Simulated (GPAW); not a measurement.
# AlN (P6_3mc): refractive index against wavelength

The refractive index of AlN (P6_3mc) along x below the direct gap (4.14 eV on the mesh) is read from one computed spectrum, n = √(Re ε). x, y and z are the Cartesian axes of the input cell.

The structure is hexagonal, space group P6_3mc (No. 186). The conventional cell has a = 3.113 Å, b = 3.113 Å, c = 4.981 Å, α = 90.00°, β = 90.00°, γ = 120.00°. Al on site b has 4 N at 1.89 Å as nearest neighbours. N on site b has 4 Al at 1.89 Å as nearest neighbours.

Method: GPAW 26.7.0, PBE, RPA, k-mesh 12×12×7, local fields up to 60 eV, Lorentzian half width 0.2 eV.

Launch of the response step: `OMP_NUM_THREADS=1 python df.py`. The run took 88 s, its band step included, on 1 thread of Arm Neoverse V2, on a shared host.

| wavelength (nm) | photon energy E (eV) | n |
| --- | --- | --- |
| 1310 | 0.946 | 2.0793 |
| 1064 | 1.165 | 2.0846 |
| 850 | 1.459 | 2.0937 |
| 700 | 1.771 | 2.1060 |
| 633 | 1.959 | 2.1147 |
| 532 | 2.331 | 2.1356 |
| 450 | 2.755 | ? |

In the single-oscillator model n² − 1 = E₀E_d/(E₀² − E²), so 1/(n² − 1) = E₀/E_d − E²/(E₀E_d) is linear in E².

Working, on the rows shown:

| x = E² (eV²) | y = 1/(n² − 1) |
| --- | --- |
| 0.895757 | 0.300889 |
| 1.35784 | 0.298904 |
| 2.12762 | 0.295545 |
| 3.13716 | 0.291101 |
| 3.83641 | 0.288022 |
| 5.43137 | 0.280837 |

Means: x̄ = 2.7977, ȳ = 0.29255. Σ(x − x̄)(y − ȳ) = -0.06306, Σ(x − x̄)² = 14.27. Slope = -0.06306 / 14.27 = -0.004419; intercept = ȳ − slope · x̄ = 0.30491. Turned back into n, the line misses the rows shown by at most 0.00022.

Problem. Fill in the last column of the withheld row.

Solution. At x = 7.5912 the line gives y = 0.27137, that is 2.1645. The run gave 2.1663, so the extrapolation is off by 0.0018, 2 % of the range in the table.

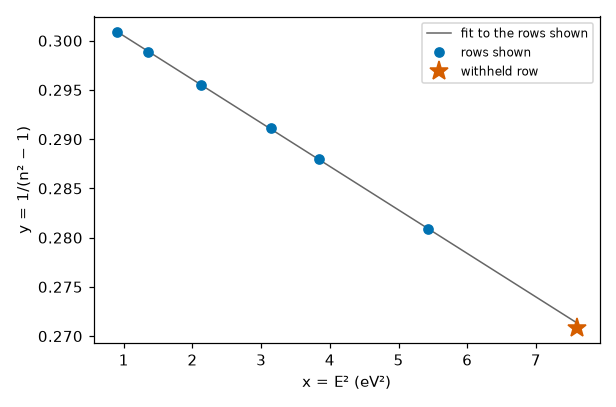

Refitted with all rows, the slope is -0.004488 and the intercept 0.30507. These give E₀ = √(intercept/−slope) = 8.24 eV and E_d = E₀/intercept = 27.0 eV; E₀ is 2.0 times the direct gap. The electronic limit at long wavelengths, without lattice vibrations, is n = √(1 + 1/intercept) = 2.068. The cell comes from an older database entry, whose edges can be off by a per cent or so. Excitons are left out; PBE gaps are as a rule too small. The values come from a sum over the points of one k-mesh and carry its error, which grows as the direct gap shrinks.
